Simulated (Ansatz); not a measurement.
# Ta$_{6}$Si (slab): what the fields show

Input file:

```
crystal:
  lattice:
    - [4.6937283341, 0.0, 0.0]
    - [-2.346864167, 4.0648879758, 0.0]
    - [0.0, 0.0, 21.4881921123]
  atoms:
    - { symbol: Ta, position: [0.6666666667, 0.3333333333, 0.1861487453] }
    - { symbol: Ta, position: [0.3333333333, 0.6666666667, 0.2307361763] }
    - { symbol: Ta, position: [0.0, 0.0, 0.2753236074] }
    - { symbol: Ta, position: [0.6666666667, 0.3333333333, 0.3164374187] }
    - { symbol: Ta, position: [0.3333333333, 0.6666666667, 0.3553085563] }
    - { symbol: Ta, position: [0.0, 0.0, 0.3950165778] }
    - { symbol: Si, position: [0.0, 0.0, 0.506705825], spin: 2.0 }
basis:
  ecutwfc: 420
kpoints:
  mp_grid: { grid: [6, 6, 1] }
hamiltonian:
  xc: pbe
  pseudopotentials: { kind: paw, azcp: { folder: soft_1 } }
scf:
  occupations: { method: gaussian, width: 0.1 }
output:
  forces: true
  eigenvalues: true
  populations: true
  write_density: true
  write_potential: true
  elf: true
  volumetric_format: npy
magnetization:
  spin_polarized: true
efield:
  axis: 3
  dipole_correction: true
  ramp_width: 0.04
```

Launched as:

```sh
ansatz run input.yaml --threads 1 --pin off --max-ram 3072MiB --backend cpu --events-out ev --progress --plain --runs-dir out
```

A point of a scan over the structure, not its minimum; not relaxed (largest force 1.9 eV/Å); PAW files of the earlier set (soft_1); the program warned that a starting moment wasn't kept; spin-polarised, but the moments vanished.

The calculation used DFT PBE, scalar-relativistic, plane waves, PAW in Ansatz 0.2.0.

The density is the valence pseudo-density of a PAW calculation; it isn't the true density close to the nuclei.

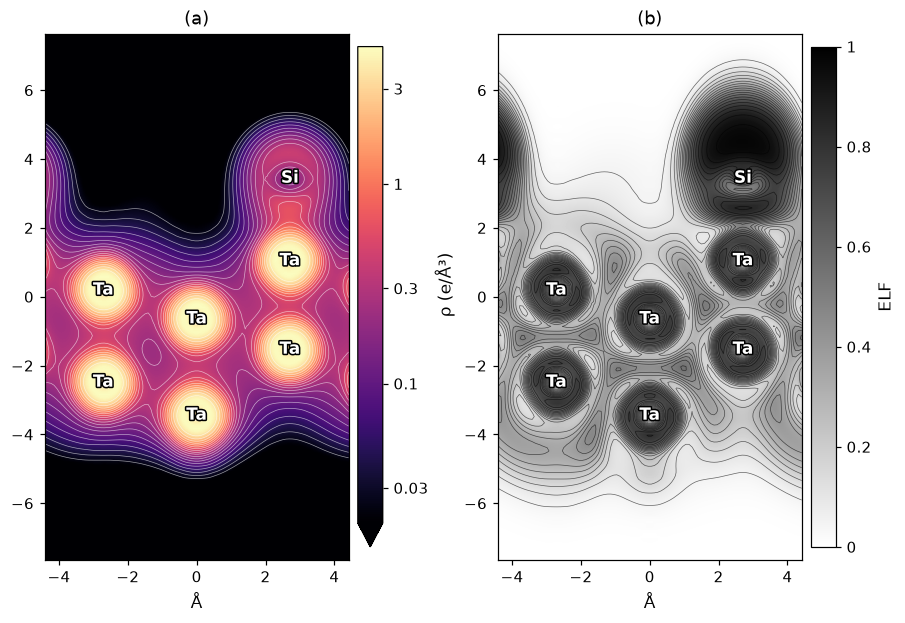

Figure 1. (a) valence charge density (pseudo); (b) electron localisation function on the (110) plane of the calculation cell, a cut from vacuum to vacuum.

Question: Describe what can be read from this map.

Answer: The plane passes through Ta and Si nuclei.
Ta–Si (2.40 Å): ρ is about 0.66 e/Å³ halfway; the ELF peaks at about 0.85 in the valence shell of Si, 0.9 Å from its nucleus, and is about 0.65 at the midpoint.
Ta–Ta (2.57 Å): ρ at the midpoint is about 0.47 e/Å³; the ELF is about 0.30 at the midpoint: no shared electron pair shows on this line.
Ta–Ta (2.68 Å): ρ is about 0.46 e/Å³ halfway; the ELF is about 0.40 at the midpoint.
Ta–Ta (2.80 Å): ρ at the midpoint is about 0.39 e/Å³; the ELF is about 0.45 at the midpoint.
Ta–Ta (2.85 Å): ρ is about 0.31 e/Å³ halfway; the ELF is about 0.30 at the midpoint (no localised pair shows between them).
The density dies away to nearly zero in the vacuum.
The features right at Ta lie inside the PAW spheres, where the map follows smoothed inner orbitals and isn't to be read closely.

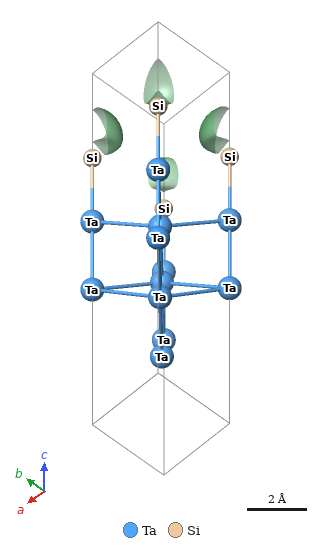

Figure 2. Isosurface of the electron localisation function at 0.9 (green), seen at an oblique angle. Only the valence region is drawn (cores and ρ < 0.01 e/Å³ removed). Sticks mark near contacts.

Question: What do the ELF domains correspond to?

Answer: At this value the surface marks out one lobe on Si, pointing away from the bonds (lone pairs), counted in one cell of 7 atoms. Counts are for one cell; the picture repeats the cell along the surface.

Question: Does the calculation make it a metal, or give it a gap?

Answer: It is gapless in this calculation (a metal or semimetal).
